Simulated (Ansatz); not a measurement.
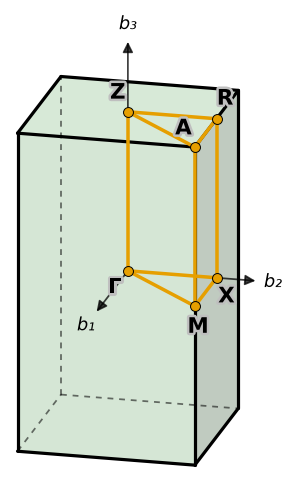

For Co, the geometry relaxed with DFT PBE, scalar-relativistic, plane waves, PAW (Ansatz 0.2.0): the figure shows the first Brillouin zone with its special points and a band path. Geometry calculated from the standardised cell; symmetry tolerance 0.002 Å.

Labels and path follow the convention of Hinuma et al. (2017), as computed by seekpath; the arrows show the directions of the reciprocal primitive vectors b₁, b₂, b₃.

Name the Bravais lattice of the crystal.

Answer. A primitive tetragonal lattice (tP; extended symbol tP1). The zone is a parallelepiped in its combinatorial type: 6 faces (6 with 4 edges), 12 edges, 8 vertices.

Write the standard path through the labelled points.

Answer. Γ–X–M–Γ–Z–R–A–Z | X–R | M–A
